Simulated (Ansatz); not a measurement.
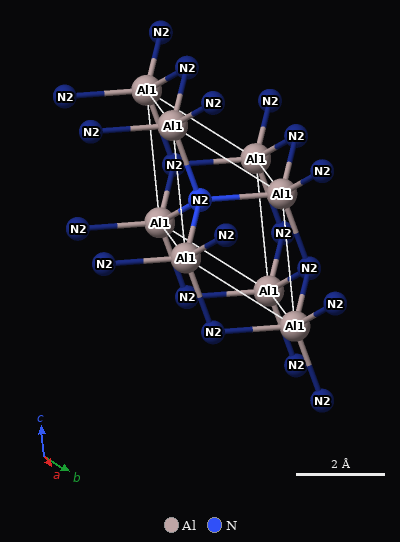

**Figure 1.** The input geometry (ball-and-stick view of the reduced cell, seen slightly off an axis; neighbours outside the cell are drawn fainter; atoms are numbered from 1 in the order of the input).

**Band-structure calculation of AlN**

AlN (I-4m2, 2 atoms in the cell), computed with DFT, PBE, plane waves, PAW, no spin polarisation (Ansatz 0.2.0).

The structure was built on a prototype by a generator. The geometry comes from this level: r2SCAN (a point of a series of strains). It belongs to a series of runs on one base structure; here: uniaxial_x strain +2.5%. Figures and captions count atoms from 1; the log counts them from 0 in places.

**Input**
```yaml
crystal:
  lattice:
    - [0.0, 2.1848764128, 2.1848764128]
    - [2.2394983231, 0.0, 2.1848764128]
    - [2.2394983231, 2.1848764128, 0.0]
  atoms:
    - { symbol: Al, position: [0.0, 0.0, 0.0] }
    - { symbol: "N", position: [0.25, 0.25, 0.25] }
kpoints:
  mp_grid: { grid: [10, 10, 10] }
  band_path:
    path:
      - [0.0, 0.0, 0.0]
      - [-0.5, -0.5, 0.0]
      - [-0.375, -0.375, 0.25]
      - [-0.375, 0.0, 0.375]
      - [0.0, 0.0, 0.5]
      - [-0.5, -0.25, 0.25]
    npoints: 1
hamiltonian:
  xc: pbe
scf:
  occupations: { method: fermi_dirac, width: 0.02 }
  n_extra_bands: 4
output:
  forces: true
  stress: true
  eigenvalues: true
  write_density: true
  write_potential: true
  elf: true
  volumetric_format: npy
```

Hardware: 2 threads of an x86-64 CPU, shared host.

Launched with:
```bash
ansatz run input.yaml --threads 2 --pin off --max-ram 2211MiB --backend cpu --events-out ev --progress --plain --runs-dir out
```

**Log**
```
scf.n_extra_bands = 4 over 4 filled bands (N_el = 8.0): the run solves 8 bands
Engine: ansatz 0.2.0, x86_64-unknown-linux-gnu
Pseudopotentials: kind: paw
Pseudopotential: Al, paw, valence charge 3, recommended cutoff 420 eV (normal), Al.paw.azcp
Pseudopotential: N, paw, valence charge 5, recommended cutoff 420 eV (normal), N.paw.azcp
Functional definition: PBE
  parameter kappa = 0.804
  parameter beta = 0.06672455060314922
  exchange = pbe_x(kappa = kappa, mu = beta*pi^2/3)
  correlation = pbe_c(beta = beta)
Crystal: 2 atoms, lattice volume = 21.381 Å³
Basis set: ecut = 420 eV, 411 PW (Γ), exchange–correlation on 48×48×48 points (8 copies of the dense FFT grid, shifted against one another)
Bands: 8, of which v1, the nominal top of the filled ones, is band 4 counted from 1 (3 counted from 0)
Symmetry: 8 space group operations
Space group: I-4m2 (ITA 119), of the structure as read, at distance tolerance 2.8e-5 Å
k-points: 102 of 1000 (time reversal used)
Non-local potential: Al, projectors of the file, l = 0: 2, l = 1: 2, l = 2: 1
Non-local potential: N, projectors of the file, l = 0: 2, l = 1: 2, l = 2: 1
PAW form: soft (Blöchl's): semilocal exchange-correlation on the pseudo side does not see the compensation charge
PAW one-centre angular grid: Al, 110 points (default); XC on 64 Gauss nodes
PAW one-centre angular grid: N, 110 points (default); XC on 64 Gauss nodes
Initial density: superposition of atomic densities (neutral atoms: chi_scale 0, normalization atom), corrected by the library's trained network
Initial wavefunctions: pseudopotential atomic-orbital guess
Functional: x = pbe(κ = 0.804, μ = 0.2195149727645171), c = pbe(β = 0.06672455060314922)
SCF iter   1: F=—  HF=-924.207019 eV  |F-HF|=—  |Δ(HF+E_count)|=         —  Δρ=7.10e-4  dr2=3.92e-5  ethr=1.77e-3  ⟨swp⟩=4.9  Hψ=6008  notcnv=0
preconditioner: auto → none  [insulator: Δε(μ)=3.243 eV  Ē_g=15.149 eV  σ=0.020 eV  W_gap=1.00  n_scr=0 (ndim 8)  ℏωp=22.7 eV  f_vac=0.000  D(μ)=0.00/eV (n_scr^D=0)  ε∞_Penn≈3.2]
SCF iter   2: F=—  HF=-924.207171 eV  |F-HF|=—  |Δ(HF+E_count)|=   1.52e-4  Δρ=3.39e-4  dr2=9.07e-6  ethr=4.91e-7  ⟨swp⟩=2.5  Hψ=2116  notcnv=0
SCF iter   3: F=—  HF=-924.207206 eV  |F-HF|=—  |Δ(HF+E_count)|=   3.47e-5  Δρ=1.83e-4  dr2=5.00e-6  ethr=1.13e-7  ⟨swp⟩=2.0  Hψ=1224  notcnv=0
iter 4 did not close the SCF: its close was put off for the readings that it lacked (scf_convergence_deferred on its scf_iter line)
SCF iter   4: F=-924.207207 eV  HF=-924.207207 eV  |F-HF|=1.45e-7  |Δ(HF+E_count)|=   6.88e-7  Δρ=2.39e-5  dr2=3.78e-8  ethr=6.26e-8  ⟨swp⟩=2.5  Hψ=1186  notcnv=0
iter 5 did not close the SCF: its close was put off for the readings that it lacked (scf_convergence_deferred on its scf_iter line)
SCF iter   5: F=-924.207207 eV  HF=-924.207207 eV  |F-HF|=1.97e-9  |Δ(HF+E_count)|=   1.52e-7  Δρ=3.41e-6  dr2=9.24e-10  ethr=4.73e-10  ⟨swp⟩=2.1  Hψ=1165  notcnv=0
SCF iter   6: F=-924.207207 eV  HF=-924.207207 eV  |F-HF|=1.02e-11  |Δ(HF+E_count)|=   2.25e-9  Δρ=2.76e-7  dr2=6.62e-12  ethr=1.15e-11  ⟨swp⟩=4.0  Hψ=3480  notcnv=0
SCF 1 converged in 6 iterations: F = -924.207207 eV  dr2 = 6.62e-12
  greatest PAW one-centre occupation: 0.787 electrons in one spin orbital (limit 2), on the N atom at site 1 (counted from 0), in its partial waves of l = 0
```

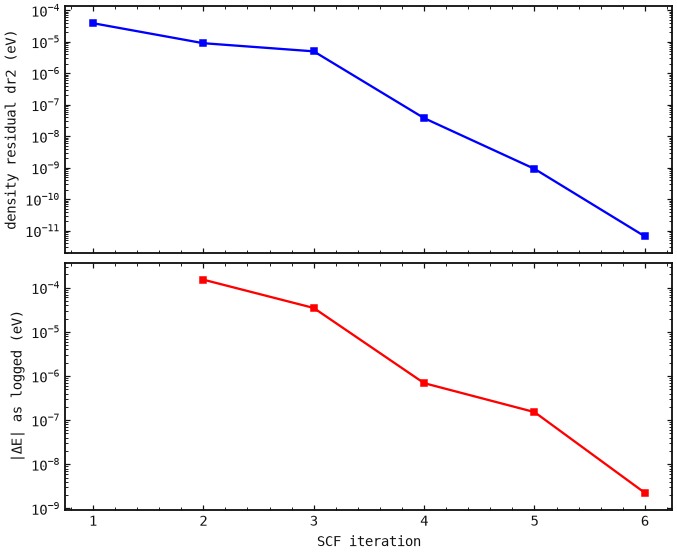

**Figure 2.** Convergence of the self-consistent field: density residual dr2 and size of the energy change against the SCF iteration. The residual falls at every step.

```
NSCF: frozen V_eff on 6 k-points
SCF converged after 6 iterations
Free energy (F): -924.207207 eV
Harris-Foulkes:  -924.207207 eV  (|F-HF|=1.02e-11)
Internal energy: -924.207207 eV  (E = F + TS)
E sigma→0 (E₀):  -924.207207 eV
Fermi energy:    8.373683 eV
--- Per-component energies (eV) ---
  E_band       = 13.629036
  E_kinetic    = 158.358738
  E_local      = -225.116389  (includes V_loc(G=0)·N_el)
  E_nonlocal   = 55.282838
  E_hartree    = 77.881271
  E_xc         = -101.517392
  E_vxc        = -107.545942  (∫ρ·V_xc dr)
  E_paw        = -595.018704  (= ΣΔE_a)
  E_vpaw       = -23.112857  (= ΣTr[D̂ρ^β])
  E_aug_tail   = 0.000098  (compensation charges beyond the density's cutoff)
  E_ewald      = -294.077666
  E_smearing   = -0.000000  (= −TS)
  E_closure    = 0.000000  (closes the sum)
  Σ components = -924.207207   (vs F -924.207207, Δ=0.00e0)
--- Forces (eV/Å), atoms counted from 1 ---
  atom   1  Al     0.00000000     0.00000000     0.00000000
  atom   2  N      0.00000000     0.00000000    -0.00000000
  max |Σ_I F_I| component: 5.55e-17 eV/Å
--- Stress (GPa, compression-positive) ---
       -2.757188       0.000000       0.000000
        0.000000       0.784404       0.000000
        0.000000       0.000000       0.784404
  P = ⅓ Tr σ = -0.3961 GPa (-3.961 kbar)
--- Band table (eV; the first three rows and the last of 102) ---
  k-point 0: bands = ["-8.1161", "6.6342", "6.7412", "6.7412", "10.6613", "19.0242", "19.0242", "19.0497"]
  k-point 1: bands = ["-7.9743", "5.8921", "6.6135", "6.6971", "11.3313", "18.6269", "19.1587", "19.1728"]
  k-point 2: bands = ["-7.5714", "4.3135", "6.4658", "6.5875", "12.4592", "17.8119", "19.0014", "19.2215"]
  k-point 101: bands = ["-5.4619", "2.7354", "3.6798", "4.1487", "12.2232", "17.2785", "18.4384", "19.0331"]
```

**File bands.tsv**
```
# k_distance	band_0	band_1	band_2	band_3	band_4	band_5	band_6	band_7
# fermi_ev = 8.373683
# lock_threshold_ev = 1e-6
# [0, 0, 0] at k_distance = 0.000000
# [-0.5, -0.5, 0] at k_distance = 1.437881
# [-0.375, -0.375, 0.25] at k_distance = 1.940088
# [-0.375, 0, 0.375] at k_distance = 2.806348
# [0, 0, 0.5] at k_distance = 3.683324
# [-0.5, -0.25, 0.25] at k_distance = 4.700060
# levels_relative_to = fermi_ev
# free_energy_ev = -924.207207
# largest_residual_norms_ev = 1.679e-4 1.599e-4 2.205e-4 2.362e-4 1.568e-3 9.718e-4 9.704e-4 8.194e-4
0.000000	-16.489754	-1.739464	-1.632497	-1.632497	2.287642	10.650483	10.650483	10.676041
1.437881	-13.876538	-6.408886	-3.479360	-3.470045	1.608580	6.668886	12.076031	13.304485
1.940088	-13.910738	-5.795364	-5.224093	-3.080595	3.388832	8.119870	11.211555	12.132840
2.806348	-13.910738	-5.795364	-5.224093	-3.080595	3.388832	8.119870	11.211555	12.132840
3.683324	-14.520655	-7.405380	-2.247448	-2.041401	5.453932	8.016642	9.128572	9.540362
4.700060	-13.831287	-5.382212	-4.993549	-4.289119	4.158444	9.534028	9.676643	10.115906
```

**File rho_z.tsv**
```
# z_ang	rho[e/angstrom^3]
# format = ansatz-planar-average/11
# lattice	0.000000000	2.184876413	2.184876413
# lattice	2.239498323	0.000000000	2.184876413
# lattice	2.239498323	2.184876413	0.000000000
# sites	2
# site	13	0.000000000	0.000000000	0.000000000
# site	7	1.119749162	1.092438206	1.092438206
0.000000	3.325277e-1
0.130364	4.170901e-1
0.260729	5.127363e-1
0.391093	6.054392e-1
0.521457	6.769302e-1
0.651822	7.148346e-1
0.782186	7.174789e-1
0.912550	6.891183e-1
1.042915	6.332871e-1
1.173279	5.540963e-1
1.303643	4.623645e-1
1.434008	3.739880e-1
1.564372	3.004297e-1
1.694736	2.442690e-1
1.825101	2.031558e-1
1.955465	1.739842e-1
2.085829	1.539669e-1
2.216194	1.411935e-1
2.346558	1.353519e-1
2.476922	1.376410e-1
2.607286	1.499304e-1
2.737651	1.740879e-1
2.868015	2.117413e-1
2.998379	2.641586e-1
```

**File v_z.tsv**
```
# z_ang	v_es[eV]	v_tot[eV]
# format = ansatz-planar-average/11
# xc	pbe
# density_cutoff_ev	1680
# datasets	Al=:simpson_from_first_knot:soft	N=:simpson_from_first_knot:soft
# lattice	0.000000000	2.184876413	2.184876413
# lattice	2.239498323	0.000000000	2.184876413
# lattice	2.239498323	2.184876413	0.000000000
# sites	2
# site	13	0.000000000	0.000000000	0.000000000
# site	7	1.119749162	1.092438206	1.092438206
0.000000	2.062823e0	-9.983760e0
0.130364	9.748652e-1	-1.156222e1
0.260729	-3.832041e-1	-1.325550e1
0.391093	-1.735288e0	-1.474146e1
0.521457	-2.745041e0	-1.567215e1
0.651822	-3.084921e0	-1.578272e1
0.782186	-2.557987e0	-1.495950e1
0.912550	-1.178183e0	-1.327108e1
1.042915	8.338132e-1	-1.091641e1
1.173279	3.130985e0	-8.191487e0
1.303643	5.362543e0	-5.450488e0
1.434008	7.255307e0	-2.987735e0
1.564372	8.584880e0	-1.073064e0
1.694736	9.176556e0	2.713272e-2
1.825101	9.060164e0	3.127189e-1
1.955465	8.454989e0	1.007989e-2
2.085829	7.485349e0	-7.949245e-1
2.216194	6.290780e0	-1.936891e0
2.346558	5.122019e0	-3.148858e0
2.476922	4.186705e0	-4.385049e0
2.607286	3.569393e0	-5.634822e0
2.737651	3.206176e0	-6.766087e0
2.868015	2.988350e0	-7.728055e0
2.998379	2.709888e0	-8.712543e0
```

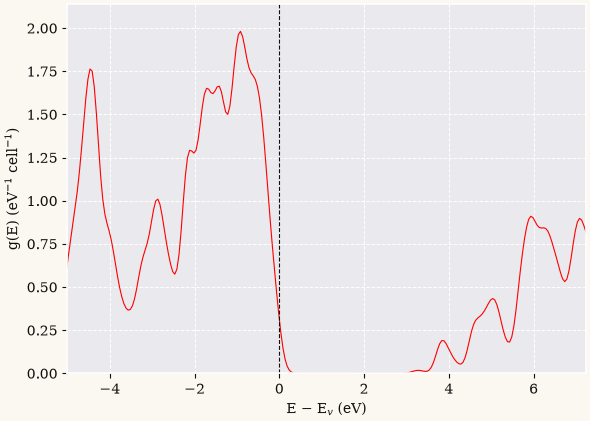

**Figure 3.** Density of states (the curve is built from the levels of the k mesh with Gaussians 0.3 eV wide, which also blur the band edges), with energies from the valence-band top. There is a gap of 3.24 eV on the k-point mesh. Small ripples come from the finite k-point mesh.

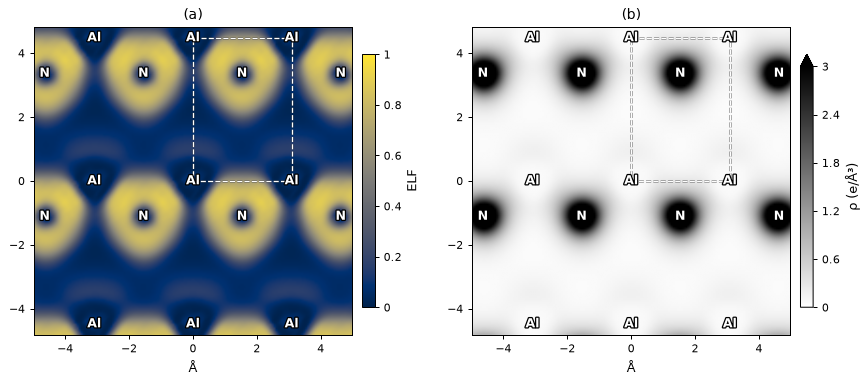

**Figure 4.** (a) ELF; (b) valence electron density on the (100) plane of the conventional cell. The section cuts through Al and N sites. Away from the nuclei the density in this plane falls to 0.05 e/Å³ at its lowest. Core electrons are frozen (PAW), so the fields are smoothed inside the atomic spheres.

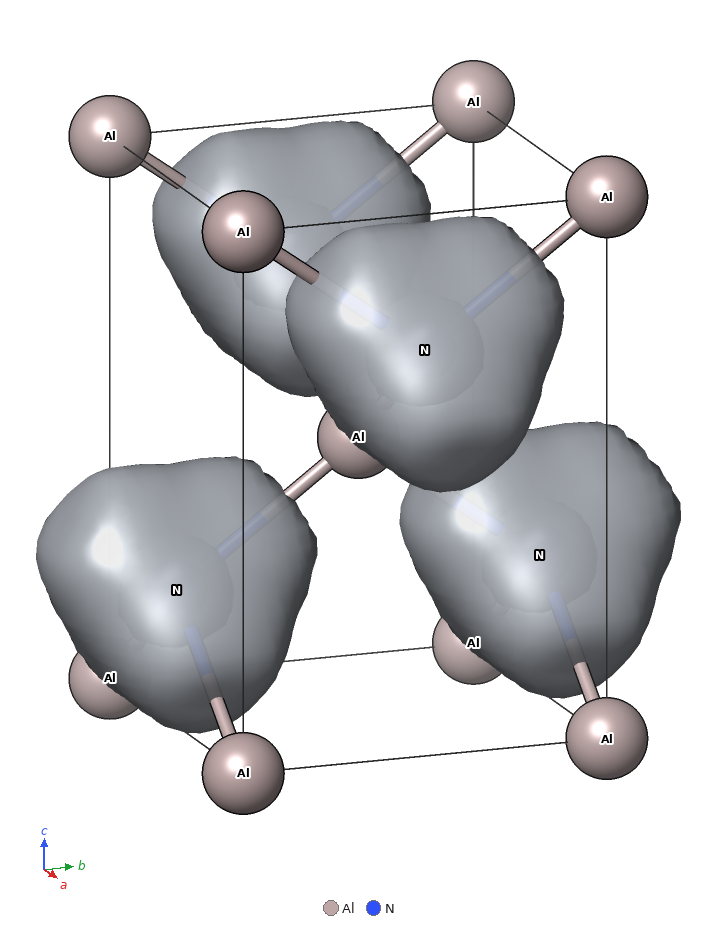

**Figure 5.** Isosurface of the electron localisation function at 0.7 (grey), seen slightly off an axis. Only the valence region is drawn (cores and ρ < 0.01 e/Å³ removed). Sticks mark near contacts. The outline is the cell set on symmetry axes. Along the contacts the grid gives the following. Al–N (1.91 Å): the ELF peaks at about 0.90 between the atoms, which marks a polar covalent bond.

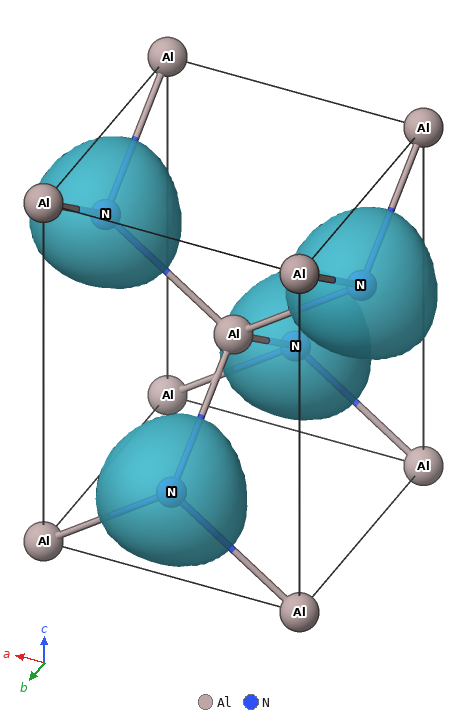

**Figure 6.** Isosurface of the valence pseudo-density at 0.8 e/Å³ (cyan), seen at an oblique angle. Sticks mark near contacts. The outline is the cell set on symmetry axes. At this value the density breaks into separate islands; it holds about 50 % of the electrons treated as valence. It is pinched off along the Al–N (1.91 Å) contacts. On the grid the lowest density along these lines, outside the cores, is 0.55 e/Å³ (Al–N, 1.91 Å).

**Results in brief**

```csv
quantity,value
outcome,converged
space group (tolerance 0.01 Å),I-4m2 (119)
electrons treated,8
free energy,−924.2072 eV
Fermi energy,8.374 eV
gap on the k-point mesh,3.24 eV
pressure,−0.40 GPa
largest force (length of the vector),under 0.001 eV/Å
wall time,1.4 s (CPU time 2.4 s)
peak memory,0.43 GiB
```
